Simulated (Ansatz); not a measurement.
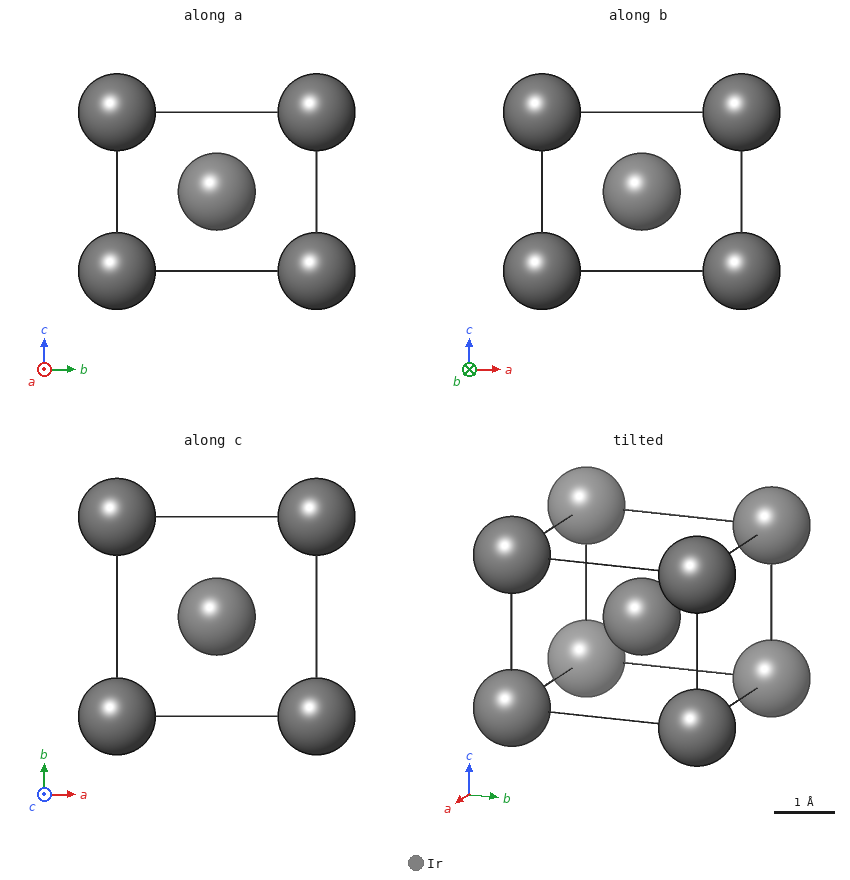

Crystal structure, spheres-only style, seen along the a axis, along the b axis, along the c axis and slightly off an axis. One conventional unit cell is framed, with atoms on its boundary repeated.

Lattice parameters: a = 3.351 Å, b = 3.351 Å, c = 2.666 Å, α = 90.00°, β = 90.00°, γ = 90.00°.

Give the structure in the form of a table of Wyckoff sites.

Answer. Space group I4/mmm (No. 139).
| atom | site | x | y | z |
| --- | --- | --- | --- | --- |
| Ir | 2a | 0.0000 | 0.0000 | 0.0000 |

Source of the structure: a structure type filled with this element by a generator (whether the element takes this form wasn't checked). The geometry was optimised with DFT PBE, scalar-relativistic, plane waves, PAW in Ansatz 0.2.0.
